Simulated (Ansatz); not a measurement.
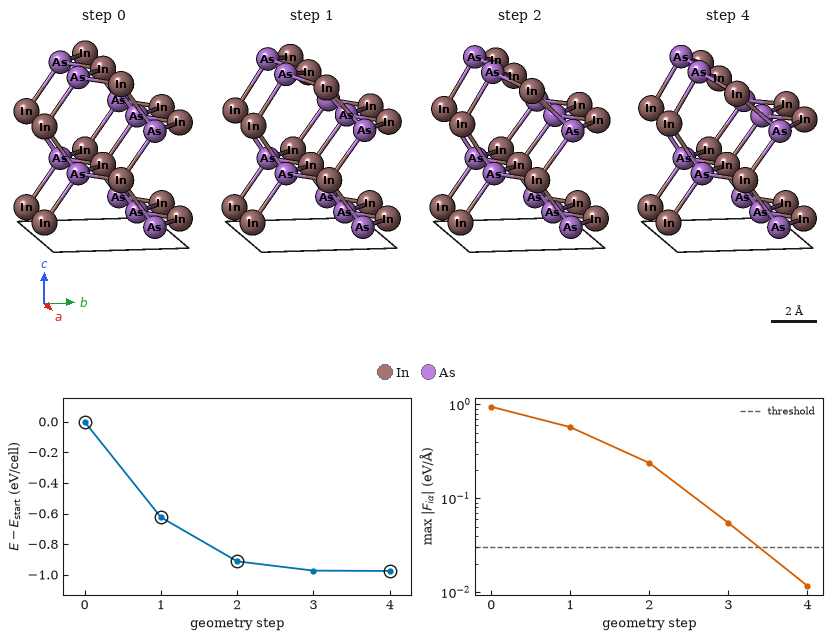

Frames of a constrained relaxation of a slab of composition InAs (cut from the F-43m phase), marked on the history of the run. Style: ball-and-stick. Shown: the cell of the calculation, outlined in the plane, without the vacuum (origin shifted), slightly off an axis.

Case: clean slab, lower planes held. The slab is the (1 1 0) face of InAs. 8 atoms are held fixed.

Computed with Ansatz 0.2.0, DFT PBE, scalar-relativistic, plane waves, PAW.

Input file:
```yaml
crystal:
  lattice:
    - [8.7493989332, 0.0, 0.0]
    - [0.0, 6.186759317, 0.0]
    - [0.0, 0.0, 22.5620491999]
  atoms:
    - { symbol: In, position: [0.25, 0.5, 0.3545777216] }
    - { symbol: In, position: [0.75, 0.5, 0.3545777216] }
    - { symbol: As, position: [0.5, 0.25, 0.3545777216] }
    - { symbol: As, position: [0.0, 0.25, 0.3545777216] }
    - { symbol: In, position: [0.5, 0.0, 0.4515259072] }
    - { symbol: In, position: [0.0, 0.0, 0.4515259072] }
    - { symbol: As, position: [0.75, 0.75, 0.4515259072] }
    - { symbol: As, position: [0.25, 0.75, 0.4515259072] }
    - { symbol: In, position: [0.75, 0.5, 0.5484740928] }
    - { symbol: In, position: [0.25, 0.5, 0.5484740928] }
    - { symbol: As, position: [0.0, 0.25, 0.5484740928] }
    - { symbol: As, position: [0.5, 0.25, 0.5484740928] }
    - { symbol: In, position: [0.0, 0.0, 0.6454222784] }
    - { symbol: In, position: [0.5, 0.0, 0.6454222784] }
    - { symbol: As, position: [0.25, 0.75, 0.6454222784] }
    - { symbol: As, position: [0.75, 0.75, 0.6454222784] }
basis:
  ecutwfc: 420
kpoints:
  mp_grid: { grid: [2, 3, 1] }
hamiltonian:
  xc: pbe
scf:
  occupations: { method: gaussian, width: 0.1 }
output:
  forces: true
  eigenvalues: true
  write_density: true
  write_potential: true
  elf: true
  volumetric_format: npy
relax:
  adjacent_minimum: "off"
  f_tol: 0.03
  max_steps: 70
  constraints: [{ sites: [0, 1, 2, 3, 4, 5, 6, 7] }]
efield:
  axis: 3
  dipole_correction: true
  ramp_width: 0.04
```

Run as
```bash
ansatz run input.yaml --threads 4 --pin off --max-ram 10240MiB --backend cpu --events-out ev --progress --plain --runs-dir out
```

Q: What happens along the run?

A: The energy falls by 0.975 eV per cell of the calculation in 4 geometry steps. The largest force component goes from 0.95 to 0.012 eV/Å. The largest moves, 0.56 Å, are those of In13 and In14. In13 goes at 41° to the normal (−c side). Largest moves by element: In 0.56 Å, As 0.30 Å. The cell stays as it was. Some distances before and after: As7–In9 2.679 → 2.769 Å, As11–In13 2.679 → 2.634 Å, In13–As15 2.679 → 2.647 Å, In5–As12 2.679 → 2.708 Å. Among the angles between lasting bonds that change: In10–As15–In13 109.5° → 91.8°, In5–As12–In14 109.5° → 95.8°, As11–In13–As15 109.5° → 123.1°. The run took 2.3 min on 4 threads of Arm Neoverse V2, on a shared host, peak memory 2.6 GiB. From step 0 to 1: In atoms move most (0.19 Å), energy −0.624 eV per cell of the calculation. From step 1 to 2: In atoms move most (0.19 Å), energy −0.288 eV per cell of the calculation. From step 2 to 4: In atoms move most (0.18 Å), energy −62.7 meV per cell of the calculation.

```json
{"step": "0", "E − E(0), meV/atom": "0.00", "largest force component, eV/Å": "0.9455"}
{"step": "1", "E − E(0), meV/atom": "-39.03", "largest force component, eV/Å": "0.5733"}
{"step": "2", "E − E(0), meV/atom": "-57.02", "largest force component, eV/Å": "0.2382"}
{"step": "3", "E − E(0), meV/atom": "-60.82", "largest force component, eV/Å": "0.0547"}
{"step": "4", "E − E(0), meV/atom": "-60.95", "largest force component, eV/Å": "0.0117"}
```
